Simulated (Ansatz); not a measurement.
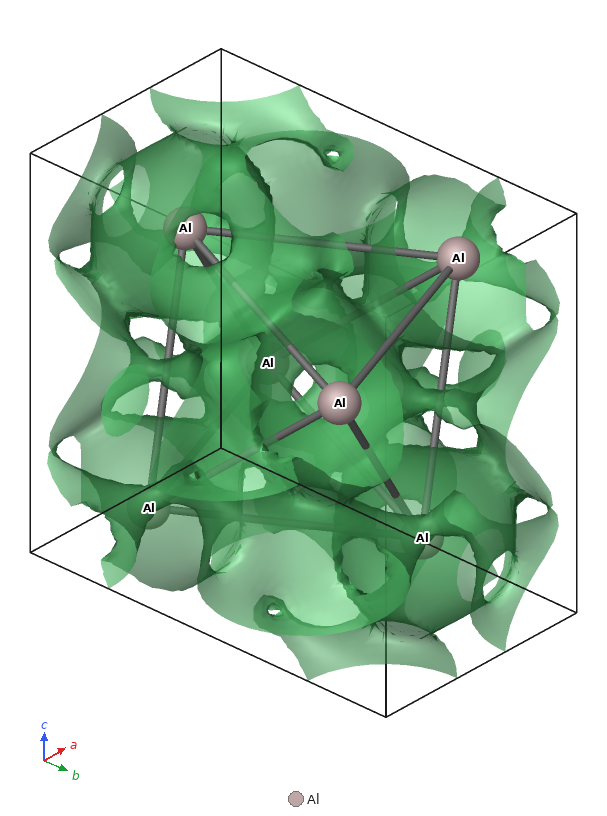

*Al. Isosurface of the ELF at 0.55 (green), seen at an oblique angle. Core shells and regions of very low density are left out. Sticks mark near contacts.*

Space group Cmcm; a structure from a database of computed crystals, not necessarily the ambient phase; changed on purpose from its base cell (uniaxial strain along a, b, c and atoms relaxed: +1.0 %).

Method: Ansatz, DFT PBEsol+D3(BJ), scalar-relativistic, plane waves, PAW.

Core electrons are frozen (PAW), and the valence fields are smoothed inside the atomic spheres.

Where are the electrons localised?

Answer. The surface consists of one network that runs through the whole crystal, counted in one cell of 4 atoms. Any copies at cell faces, edges or corners count once. There are no localised bonds or lone pairs at this value. Profiles from the grid: Al–Al (2.80 Å): the ELF peaks at about 0.65 between the atoms.
